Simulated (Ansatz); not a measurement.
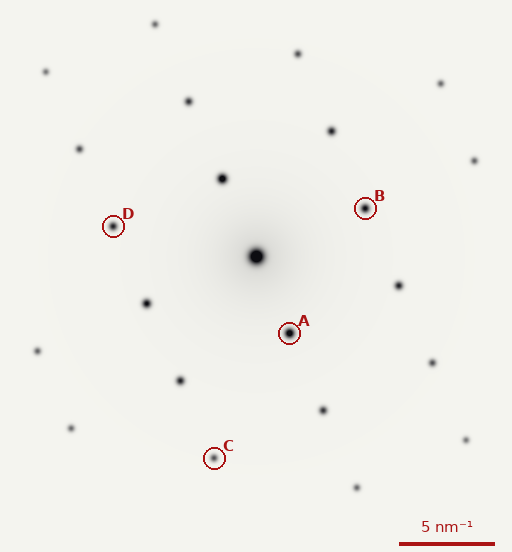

Computed electron diffraction pattern, 300 kV, single scattering only, B = 0.3 Å². The zone axis points towards the electron source and the pattern is seen from the source side.

The sample is W, space group Im-3m (No. 229), a = 3.184 Å. Structure: the end point of a relaxation with DFT PBE, scalar-relativistic, plane waves, PAW (Ansatz); the starting structure was generated, so it need not be a known form of this composition.

```csv
atom,site,symmetry,x,y,z
W,2a,m-3m,0.0000,0.0000,0.0000
```

Spot A is indexed -1 1 0 and spot B 0 0 2.

### Index the other marked spots.

C = 2A − B = -2 2 -2 (d = 0.919 Å). D = −A − B = 1 -1 -2 (d = 1.300 Å).

### Find the zone axis.

The cross product of A and B is parallel to [110]; every spot obeys hu + kv + lw = 0.

### What are the spacings of A and B and the angle between them?

d(A) = 2.251 Å, d(B) = 1.592 Å, and the angle is 90.0°.
